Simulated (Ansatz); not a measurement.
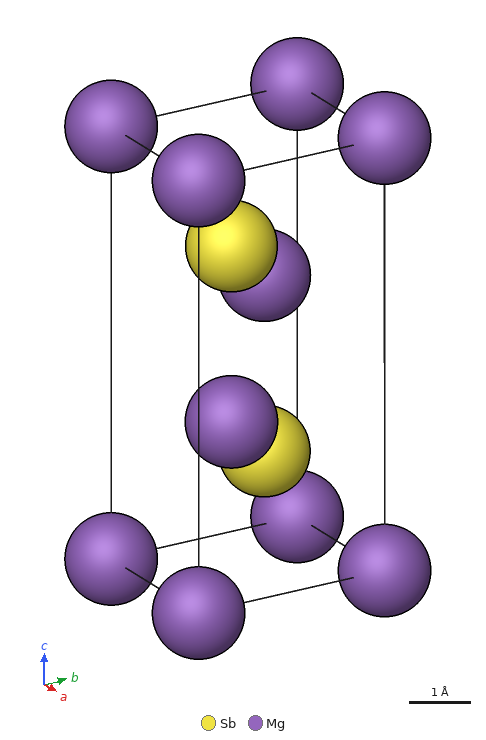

The figure gives a spheres-only picture of the atoms, viewed slightly off an axis. One conventional unit cell is outlined, and atoms on its boundary appear in each equivalent place.

Mg3Sb2, space group P-3m1 (No. 164), a = 4.596 Å, b = 4.596 Å, c = 7.271 Å, α = 90.00°, β = 90.00°, γ = 120.00°. The structure was taken from a structure type known for this compound. Earlier steps of the study, as a rule a relaxation of our own, may have changed the cell and positions, so they can lie some per cent off the listed ones. Ansatz was used for an electronic-structure calculation on it.

This one geometry was computed with Ansatz (DFT, plane waves, PAW) at five levels of theory: r2SCAN, PBE with spin-orbit coupling, LDA, HSE06 and PBEsol.

Which level gives the highest pressure at this volume, and what does that say about its equilibrium volume?

Answer. Highest: PBE with spin-orbit coupling (0.0 GPa), which points to the largest equilibrium volume. Lowest, with the smallest volume: LDA (-2.8 GPa). Levels within 0.5 GPa of each other can't be told apart.

How does the band gap change with the level of theory?

Answer. PBE with spin-orbit coupling: a gap of 0.13 eV on the k-mesh; LDA: a gap of 0.19 eV on the k-mesh; PBEsol: a gap of 0.25 eV on the k-mesh; HSE06: a gap of 0.68 eV on the k-mesh; r2SCAN: a gap of 0.68 eV on the k-mesh.

Collect the results in a table.

Answer.
| level | cutoff (eV) | k-mesh of the run's cell | gap (eV) | pressure (GPa) |
| --- | --- | --- | --- | --- |
| r2SCAN | 500 | 8×8×4 | 0.68 | -0.9 |
| PBE with spin-orbit coupling | 420 | 8×8×4 | 0.13 | 0.0 |
| LDA | 420 | 8×8×4 | 0.19 | -2.8 |
| HSE06 | 420 | 6×6×4 | 0.68 | -1.0 |
| PBEsol | 420 | 8×8×4 | 0.25 | -1.4 |

Gaps are taken on the k-mesh or band path of each run.
